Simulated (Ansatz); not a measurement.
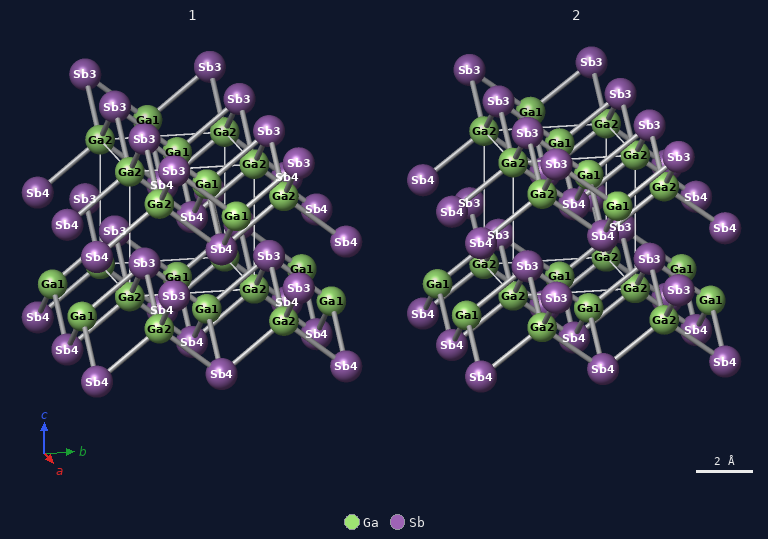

Two geometries of solid GaSb (a generated structure, set up in P4/nmm), drawn at one scale. One is the start of a relaxation, the other its converged end. The picture is a ball-and-stick view of the cell of the calculation, repeated 2 × 1 × 1 with one cell outlined, seen slightly off an axis.

Level of theory: DFT PBE, scalar-relativistic, plane waves, PAW (Ansatz). Settings: plane-wave cutoff 420 eV; k-point mesh 10 × 10 × 10; occupations gaussian; smearing width 0.1 eV; no spin polarisation; cell and atoms relaxed; force threshold 0.01 eV/Å; at most 60 steps.

Which geometry has the lower energy?

Answer. Structure 2 is the relaxed one. Case: Bi → Sb, In → Ga on all its sites, cell and atoms relaxed. The energy falls by 0.117 eV per cell of the calculation in 5 accepted moves (6 points after the start). The largest force component goes from 0.49 to 0.0028 eV/Å. The pressure goes from −1.17 to 0.04 GPa. At 1 point the geometry stayed and the basis and grid were re-selected for the new cell (energy shift of 0.5 meV per cell of the calculation at most each time). The largest moves relative to the cell, 0.27 Å, are those of Sb3 and Sb4. Sb3 goes along −c. Ga stays in place. The volume changes by +2.6 %, with a = b 4.638 → 4.543 Å (−2.0 %), c 4.675 → 4.997 Å (+6.9 %). Near-neighbour distances that change, for instance: Ga1–Sb3 2.961 → 2.838 Å. Among the angles between lasting bonds that change: Sb3–Ga1–Sb3 103.1° → 106.3°, Ga1–Sb3–Ga1 103.1° → 106.3°. The space group stays P4/nmm (No. 129). The run took 3.6 min on 1 thread of Intel(R) Xeon(R) Platinum 8259CL CPU @ 2.50GHz (Skylake/Cascade Lake), on a shared host, peak memory 0.67 GiB.
